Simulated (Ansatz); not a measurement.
System: CsH, space group F-43m (No. 216), 2 atoms in the cell, zincblende type.

```
Cs H
1.0
     0.00000    3.49517    3.49517
     3.49517    0.00000    3.49517
     3.49517    3.49517    0.00000
Cs H
1 1
Direct
  0.00000 0.00000 0.00000
  0.25000 0.25000 0.25000
```

Method: DFT, HSE06, plane waves, PAW, no spin polarisation, 4×4×4 k mesh, 420 eV cutoff (Ansatz 0.2.0).

Predict the main features of the density of states.

There is a gap; over the k points computed it is 3.78 eV. The upper group of valence states starts about 1.1 eV under the valence-band top, with a gap beneath it; it holds about 2 electrons a cell. Within the window shown, the tallest peak of the filled states lies 8.4 eV under the valence-band top, at about 11 states per eV and cell.

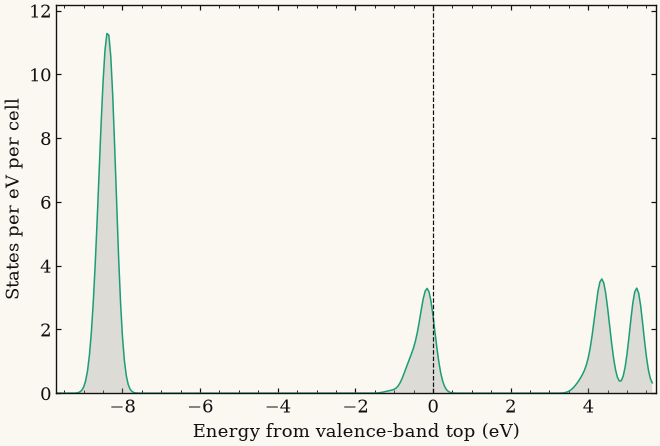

Density of states. Energies are counted from the top of the valence band. The curve is built from the levels of the k mesh with Gaussians 0.4 eV wide, which also blur the band edges.
